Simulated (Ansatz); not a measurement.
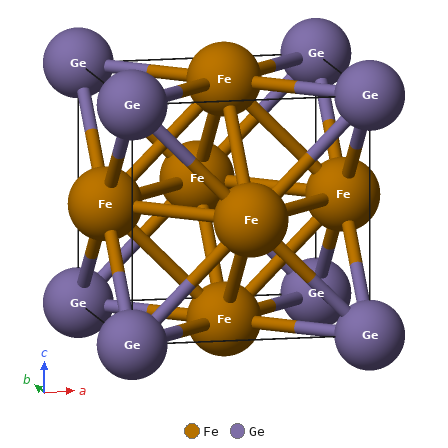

System: Fe₃Ge, space group Pm-3m (No. 221). The picture shows the conventional cell.

The given structure:
```
CELL_PARAMETERS angstrom
3.66267 0.00000 0.00000
0.00000 3.66267 0.00000
0.00000 0.00000 3.66267
ATOMIC_POSITIONS crystal
Fe 0.00000 0.50000 0.50000
Fe 0.50000 0.50000 0.00000
Fe 0.50000 0.00000 0.50000
Ge 0.00000 0.00000 0.00000
```

One of the inputs:
```
crystal:
  lattice:
    - [3.6989337852, 0.0, 0.0]
    - [0.0, 3.6989337852, 0.0]
    - [0.0, 0.0, 3.6989337852]
  atoms:
    - { symbol: Fe, position: [0.0, 0.5, 0.5], spin: 3.0 }
    - { symbol: Fe, position: [0.5, 0.5, 0.0], spin: 3.0 }
    - { symbol: Fe, position: [0.5, 0.0, 0.5], spin: 3.0 }
    - { symbol: Ge, position: [0.0, 0.0, 0.0], spin: -0.15 }
basis:
  ecutwfc: 500
kpoints:
  mp_grid: { grid: [12, 12, 12] }
hamiltonian:
  xc: r2scan
scf:
  occupations: { method: gaussian, width: 0.1 }
output:
  forces: true
  stress: true
  eigenvalues: true
  populations: true
magnetization:
  spin_polarized: true
```

Command:
```bash
ansatz run input.yaml --threads 1 --pin off --max-ram 2560MiB --backend cpu --events-out ev --progress --plain --runs-dir out
```

How it was computed, with Ansatz 0.2.0: third-order Birch-Murnaghan fit to density functional energies at scaled volumes of the given relaxed cell, shape and atoms relaxed at each volume; energies count from the fitted minimum; plane waves with PAW datasets, Γ-centred k mesh. Level: r2SCAN, collinear spin. The state reached is ferromagnetic.

- wave cutoff: 500 eV
- k mesh: 12×12×12
- occupations: Gaussian
- smearing width: 0.1 eV

Describe the result: the energy above the minimum and pressure against volume. The volume takes the values 11.547, 11.915, 12.284, 12.652, 13.021 Å³/atom.

A third-order Birch–Murnaghan fit gives V0 = 12.28 Å³/atom, B0 = 162 GPa and B′ = 5.9. The energy above the minimum is 25.7 meV/atom at volume 11.547 Å³/atom and 19.6 meV/atom at 13.021 Å³/atom; the lowest computed point is at volume 12.284 Å³/atom (−0.1 meV/atom), and no other minimum shows. The pressure falls from 11.74 GPa at volume 11.547 Å³/atom to −8.08 GPa at 13.021 Å³/atom, and changes sign near 12.28 Å³/atom. The solid is metallic at every point.

```json
{"volume (Å³/atom)": "11.547", "energy above the minimum (meV/atom)": "25.7", "pressure (GPa)": "11.74"}
{"volume (Å³/atom)": "11.915", "energy above the minimum (meV/atom)": "6.0", "pressure (GPa)": "5.42"}
{"volume (Å³/atom)": "12.284", "energy above the minimum (meV/atom)": "-0.1", "pressure (GPa)": "0.00"}
{"volume (Å³/atom)": "12.652", "energy above the minimum (meV/atom)": "5.3", "pressure (GPa)": "-4.42"}
{"volume (Å³/atom)": "13.021", "energy above the minimum (meV/atom)": "19.6", "pressure (GPa)": "-8.08"}
```

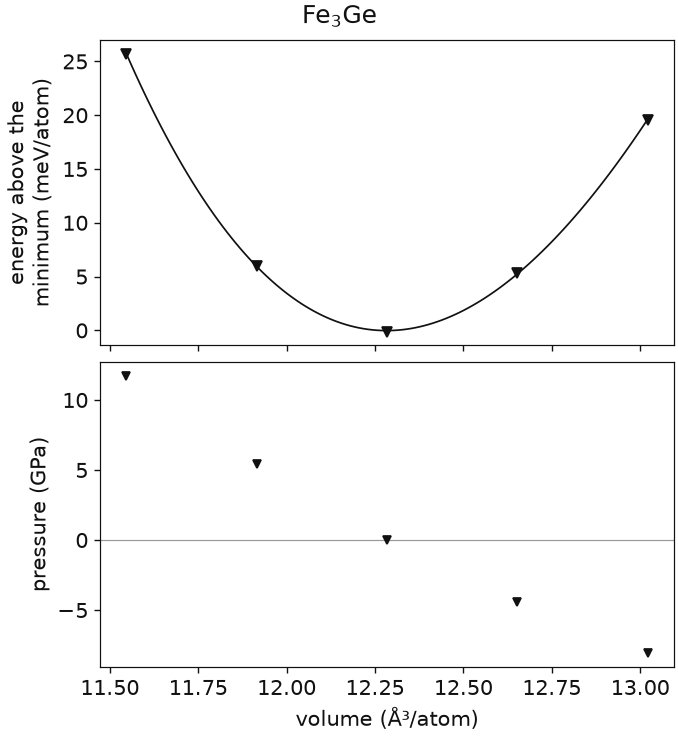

Limits of the calculation: state may not be the lowest.
